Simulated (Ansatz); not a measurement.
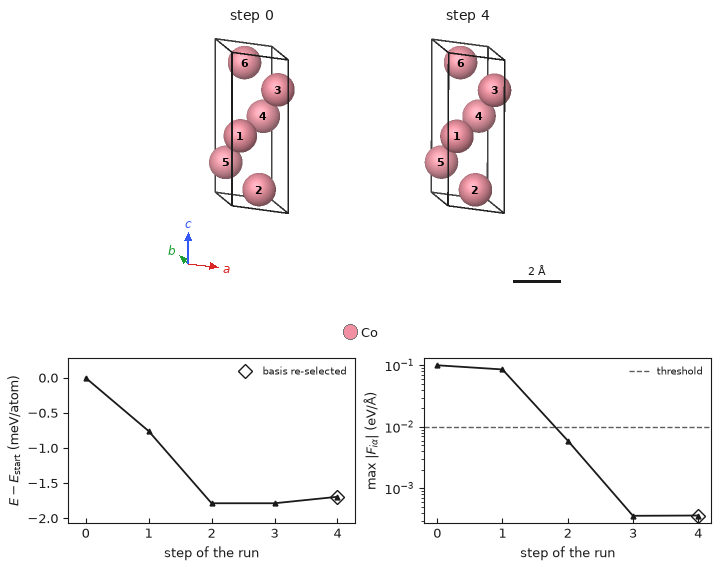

First and last geometry of a relaxation of crystalline Co (set up in Cmcm), with the history of the run. A spheres-only model of the reduced cell, seen slightly off an axis. Lengths and directions refer to the drawn axes.

Case: film's bulk on the substrate's plane, third vector and atoms relaxed.

Computed with DFT PBE, scalar-relativistic, plane waves, PAW in Ansatz 0.2.0. (plane-wave cutoff 420 eV; k-point mesh 9 × 5 × 16; occupations gaussian; smearing width 0.1 eV; collinear spin; cell relaxed at fixed a, b, gamma; force threshold 0.01 eV/Å; at most 50 steps)

Question: Did the run converge, and what did it change?

Answer: It converged. The largest moves relative to the cell, 0.023 Å, are those of Co1, Co2, Co3, Co4, Co5 and Co6. Co5 goes roughly along [−3 0 1]. Cell: a 2.523 → 2.507 Å (−0.6 %), b unchanged at 3.868 Å, c 6.738 → 6.718 Å (−0.3 %), β 99.3° → 98.9°. Volume −0.8 %. Near-neighbour distances that change, for instance: Co1–Co4 2.415 → 2.435 Å, Co1–Co1 2.523 → 2.507 Å, Co1–Co4 (another image) 2.434 → 2.419 Å. The space group stays Cmcm (No. 63). After 3 accepted moves (4 points after the start) the energy has fallen by 1.7 meV per atom. The largest force component goes from 0.1 to 0.00036 eV/Å. Pressure: 1.51 GPa at the start and 3.21 GPa at the end. The SCF was repeated once at an unchanged geometry on a basis and grid sized afresh for the cell, which shifted the energy by 0.1 meV per atom at most.
